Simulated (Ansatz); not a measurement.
```xyz
9
Lattice="4.7839 0.0000 0.0000 -2.3920 4.1430 0.0000 0.0000 0.0000 6.5700" Properties=species:S:1:pos:R:3 pbc="T T T"
Ta    2.3920    0.0000    0.0000
Ta    1.1960    2.0715    4.3800
Ta   -1.1960    2.0715    2.1900
Si    0.0000    1.3172    0.0000
Si    3.6432    0.6586    4.3800
Si    1.2512    3.4844    2.1900
Si    2.3920    2.8258    0.0000
Si   -1.2512    3.4844    4.3800
Si    1.1407    0.6586    2.1900
```

Space group P6_422; the calculation finds a residual pressure of about 2 GPa at this fixed cell. Spin-orbit coupling, left out here, splits and shifts the levels of such heavy elements, by tenths of an eV up to several eV.

The calculation used DFT PBE, scalar-relativistic, plane waves, PAW (Ansatz 0.2.0).

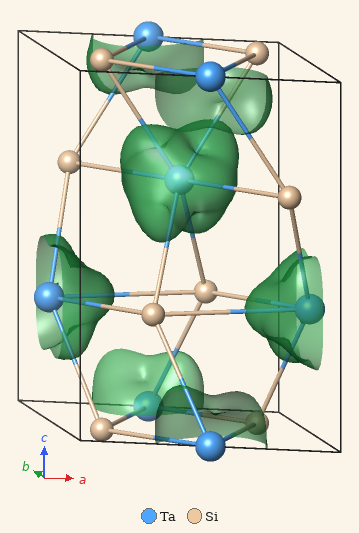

TaSi2. Density of the Kohn–Sham states from −1.2 to 0.0 eV about the Fermi level (the filled states just under the Fermi level), scaled to one electron a cell: green surface at 0.015 1/Å³, in the conventional cell seen slightly off an axis.

Core electrons are frozen (PAW), so the fields are smoothed inside the atomic spheres.

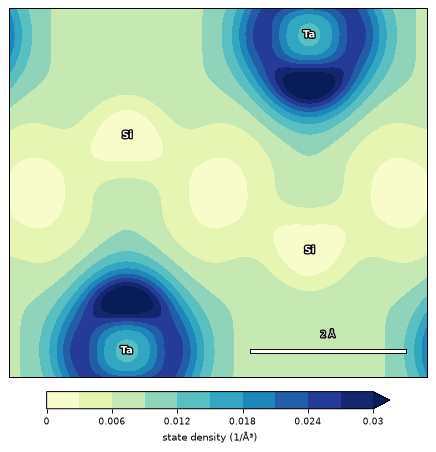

Second picture: a map on the (001) plane of the conventional cell.

**Describe these states.**

Löwdin projections on the PAW files' atomic orbitals give Ta 5d (70 %) and Si 3p (25 %).
In space (atomic cells sized by Bader volumes) the density divides as Ta about 55 % and Si about 45 %.

The run took 20 s on 2 threads of AMD EPYC 7R43 64-Core Processor (Zen 3) (shared host), peak memory 0.6 GiB.
